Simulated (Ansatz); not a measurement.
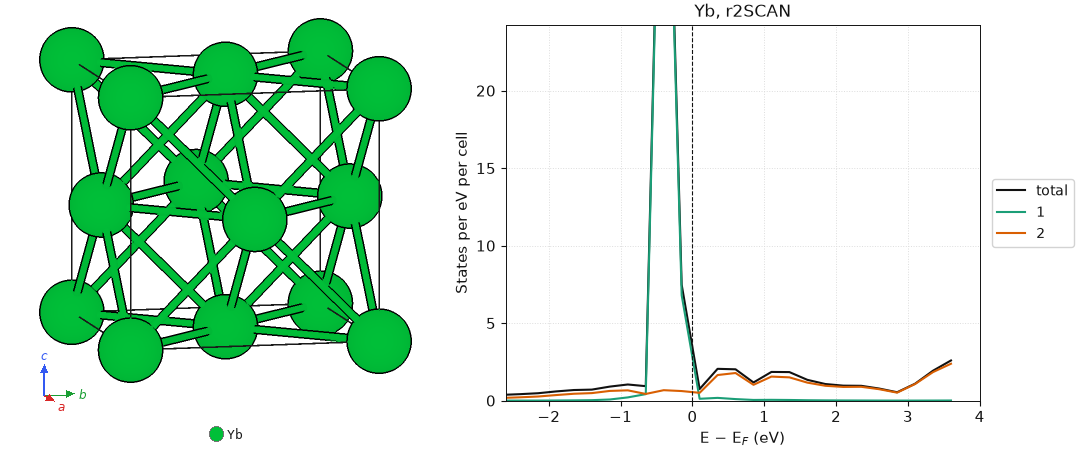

Density of states, beside the structure. Energies are counted from the Fermi level. The partial curves are projected on Löwdin-orthogonalised atomic shells.

The material is Yb, space group Fm-3m (No. 225), 1 atom in the cell, a database entry, rescaled.

Ansatz; DFT with r2SCAN, PAW plane waves, no spin polarisation, 7×7×7 k mesh, 500 eV cutoff.

### The numbered curves are projections. Which is which? The candidates: Yb 4f, Yb 5d.

1 is Yb 4f; 2 is Yb 5d.

### What is the density of states at the Fermi level?

It is a metal. The density of states at the Fermi level isn't well fixed here: it changes fast, and within 0.3 eV it runs from 0.75 to 32 per eV and cell.

Spin-orbit coupling is left out, which matters for Yb.
